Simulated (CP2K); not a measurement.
Input

```
&GLOBAL
  PROJECT bn_workfunction
  RUN_TYPE ENERGY_FORCE
  PRINT_LEVEL LOW
&END GLOBAL
&FORCE_EVAL
  METHOD QS
  &DFT
    BASIS_SET_FILE_NAME BASIS_MOLOPT_UZH
    POTENTIAL_FILE_NAME POTENTIAL_UZH
    &MGRID
      CUTOFF 450
      REL_CUTOFF 60
      NGRIDS 4
    &END MGRID
    &QS
      METHOD GPW
      EPS_DEFAULT 1.0E-10
    &END QS
    &KPOINTS
      SCHEME MONKHORST-PACK 12 12 1
      GAMMA_CENTERED T
      SYMMETRY T
      SYMMETRY_BACKEND SPGLIB
    &END KPOINTS
    &SCF
      SCF_GUESS ATOMIC
      EPS_SCF 1.0E-6
      MAX_SCF 100
      ADDED_MOS 22
      CHOLESKY OFF
      EPS_EIGVAL 1.0E-7
      &DIAGONALIZATION ON
        ALGORITHM STANDARD
      &END DIAGONALIZATION
      &MIXING ON
        METHOD BROYDEN_MIXING
        ALPHA 0.2
        BETA 1.5
        NBUFFER 8
      &END MIXING
      &SMEAR ON
        METHOD FERMI_DIRAC
        ELECTRONIC_TEMPERATURE 580.23
      &END SMEAR
    &END SCF
    &XC
      &XC_FUNCTIONAL PBE
      &END XC_FUNCTIONAL
    &END XC
    &PRINT
      &KPOINTS ON
      &END KPOINTS
      &MULLIKEN ON
      &END MULLIKEN
      &MO ON
        ENERGIES T
        OCCUPATION_NUMBERS T
        &EACH
          QS_SCF 0
        &END EACH
        ADD_LAST NUMERIC
      &END MO
      &LOWDIN ON
      &END LOWDIN
      &HIRSHFELD ON
        SHAPE_FUNCTION DENSITY
      &END HIRSHFELD
      &E_DENSITY_CUBE ON
        STRIDE 1
      &END E_DENSITY_CUBE
      &V_HARTREE_CUBE ON
        STRIDE 1
      &END V_HARTREE_CUBE
      &ELF_CUBE ON
        STRIDE 1
      &END ELF_CUBE
    &END PRINT
  &END DFT
  &SUBSYS
    &CELL
      A 2.5099983704 0.0000000000 0.0000000000
      B -1.2549991852 2.1737223522 0.0000000000
      C 0.0000000000 0.0000000000 25.0350000000
      PERIODIC XYZ
    &END CELL
    &COORD
      SCALED
      B   0.0000000000 0.0000000000 0.2995805872
      N   0.6666666667 0.3333333334 0.2995805872
      B   0.3333333333 0.6666666666 0.4331935291
      N   0.0000000000 0.0000000000 0.4331935291
      B   0.0000000000 0.0000000000 0.5668064709
      N   0.6666666667 0.3333333334 0.5668064709
      B   0.3333333333 0.6666666666 0.7004194128
      N   0.0000000000 0.0000000000 0.7004194128
    &END COORD
    &KIND B
      BASIS_SET TZVP-MOLOPT-PBE-GTH-q3
      POTENTIAL GTH-PBE-q3
    &END KIND
    &KIND N
      BASIS_SET TZVP-MOLOPT-PBE-GTH-q5
      POTENTIAL GTH-PBE-q5
    &END KIND
    &PRINT
      &ATOMIC_COORDINATES ON
      &END ATOMIC_COORDINATES
      &CELL ON
      &END CELL
    &END PRINT
  &END SUBSYS
  &PRINT
    &FORCES ON
    &END FORCES
  &END PRINT
&END FORCE_EVAL
```

Run with:

```sh
OMP_NUM_THREADS=1 mpirun -n 2 cp2k.psmp -i bn_workfunction.inp -o bn_workfunction.out
```

Level of theory: Kohn-Sham DFT of a periodic cell, PBE, GTH-PBE with UZH-TZVP basis in CP2K 2026.2.

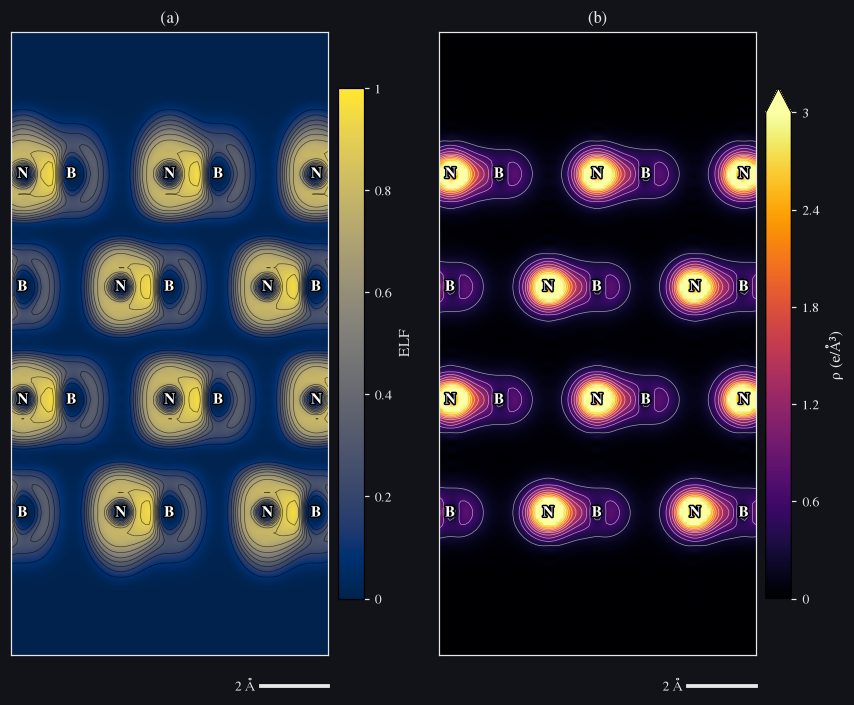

BN (slab). (a) electron localisation function; (b) valence charge density (pseudo) on the (110) plane of the calculation cell, a cut from vacuum to vacuum.

In a pseudopotential calculation such maps are meaningful between the atoms, not at the nuclei.

Read the bonding off the picture.

Atoms in the plane: B and N.
B–N (1.45 Å): ρ at the midpoint is about 1.8 e/Å³; the ELF peaks at about 0.95 between the atoms; a shared but strongly polarised pair.
The density dies away to nearly zero in the vacuum.
